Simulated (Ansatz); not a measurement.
## Electronic structure of SiGe₅ in real space

Input file:

```
crystal:
  lattice:
    - [-3.4496165972, 3.4496165972, 2.7811918536]
    - [3.4496165972, -3.4496165972, 2.7811918536]
    - [3.4496165972, 3.4496165972, -2.7811918536]
  atoms:
    - { symbol: Si, position: [0.5, 0.5, 0.0] }
    - { symbol: Ge, position: [0.0, 0.0, 0.5] }
    - { symbol: Ge, position: [0.5, 0.5, 0.5] }
    - { symbol: Ge, position: [0.0, 0.5, 0.0] }
    - { symbol: Ge, position: [0.5, 0.0, 0.0] }
    - { symbol: Ge, position: [0.0, 0.0, 0.0] }
basis:
  ecutwfc: 420
kpoints:
  mp_grid: { grid: [10, 10, 10] }
hamiltonian:
  xc: pbe
scf:
  occupations: { method: gaussian, width: 0.1 }
output:
  forces: true
  stress: true
  eigenvalues: true
  write_density: true
  write_potential: true
  elf: true
  volumetric_format: npy
relax:
  adjacent_minimum: "off"
  f_tol: 0.01
  max_steps: 80
  cell: { stress_tol: 0.05 }
```

Command:

```sh
ansatz run input.yaml --threads 1 --pin off --max-ram 2560MiB --backend cpu --events-out ev --progress --plain --runs-dir out
```

Below, planes, directions and counts refer to the conventional cell (a = 5.76 Å, b = 5.76 Å, c = 7.54 Å, α = 90.00°, β = 90.00°, γ = 90.00°).

The fields are those of the run's last geometry, not of the input's.

Space group I4/mmm; a structure generated by program, which may or may not match a known phase.

The calculation used DFT PBE, scalar-relativistic, plane waves, PAW (Ansatz).

In a PAW calculation such maps are meaningful between the atoms, not at the nuclei.

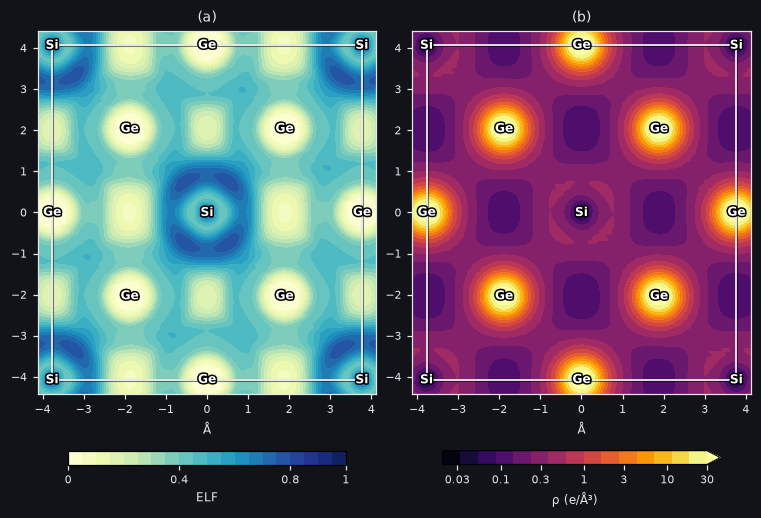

Figure 1. (a) electron localisation function; (b) valence electron density on the (11̄0) plane of the conventional cell.

Question: Read the bonding off the picture.

Answer:
- Atoms in the plane: Si and Ge.
- Si–Ge (2.77 Å): the density is about 0.27 e/Å³ at the midpoint; the ELF peaks at about 0.75 in the valence shell of Si, 0.9 Å from its nucleus, and is about 0.55 at the midpoint.
- Ge–Ge (2.77 Å): the density is about 0.31 e/Å³ at the midpoint; the ELF is about 0.50 at the midpoint.
- Between the atoms the lowest density in this plane is 0.09 e/Å³.

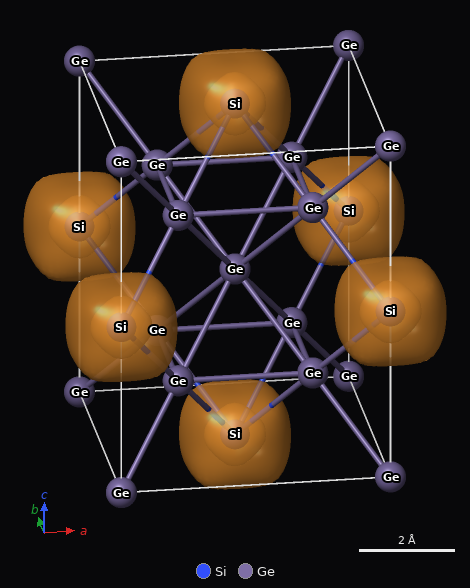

Figure 2. Isosurface of the electron localisation function at 0.6 (orange), seen at an oblique angle. Core shells and regions of very low density are left out. Sticks mark near contacts.

Question: Identify the bonds, lone pairs and shells in this picture.

Answer: At this value the surface marks out two regions wrapped around Si (the valence shell of each), counted in one cell of 12 atoms. Regions shared between cells count once.

Question: Does the calculation make it a metal, or give it a gap?

Answer: It is gapless in this calculation (a metal or semimetal).
